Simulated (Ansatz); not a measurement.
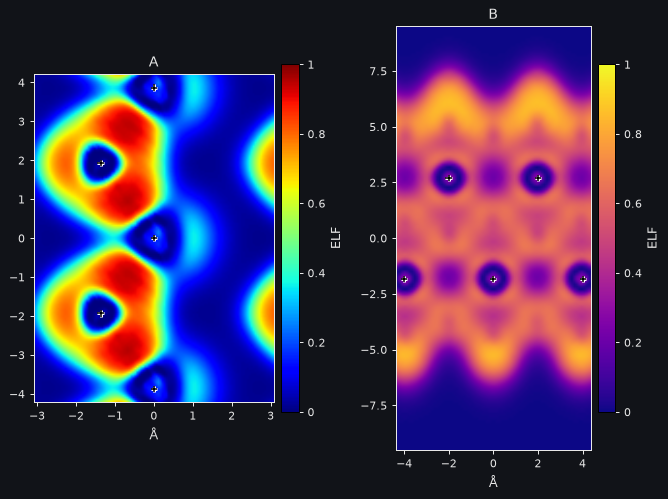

The ELF of 2 systems, each on a plane through atoms (crosses mark nuclei in the plane).

Theory: DFT PBEsol, scalar-relativistic, plane waves, PAW in Ansatz 0.2.0.

System 1: AlP, the (011) plane of the conventional cell. Space group F-43m.

System 2: Al (slab), the (010) plane of the calculation cell, a cut from vacuum to vacuum. Computed without spin polarisation.

```cif
data_structure
_symmetry_space_group_name_H-M 'P 1'
_symmetry_Int_Tables_number 1
_cell_length_a 4.0156
_cell_length_b 4.9180
_cell_length_c 25.7749
_cell_angle_alpha 90.000
_cell_angle_beta 90.000
_cell_angle_gamma 114.095
_cell_volume 464.67
loop_
_atom_site_label
_atom_site_type_symbol
_atom_site_fract_x
_atom_site_fract_y
_atom_site_fract_z
_atom_site_occupancy
Al1 Al 0.69985 0.40182 0.29414 1
Al2 Al 0.40237 0.80480 0.32019 1
Al3 Al 0.09953 0.19967 0.35952 1
Al4 Al 0.80295 0.60451 0.39477 1
Al5 Al 0.49873 0.99671 0.42914 1
Al6 Al 0.19828 0.39668 0.46460 1
Al7 Al 0.90000 0.80000 0.50000 1
Al8 Al 0.60172 0.20332 0.53540 1
Al9 Al 0.30127 0.60329 0.57086 1
Al10 Al 0.99705 0.99549 0.60523 1
Al11 Al 0.70047 0.40033 0.64048 1
Al12 Al 0.39763 0.79520 0.67981 1
Al13 Al 0.10015 0.19818 0.70586 1
```

Question: Match each panel to its system.

Answer: Panel A is system 1, AlP: the plane holds Al and P. Al–P (2.37 Å): the ELF peaks at about 0.95 between the atoms (a covalent bond). Panel B is system 2, Al: the plane holds Al.
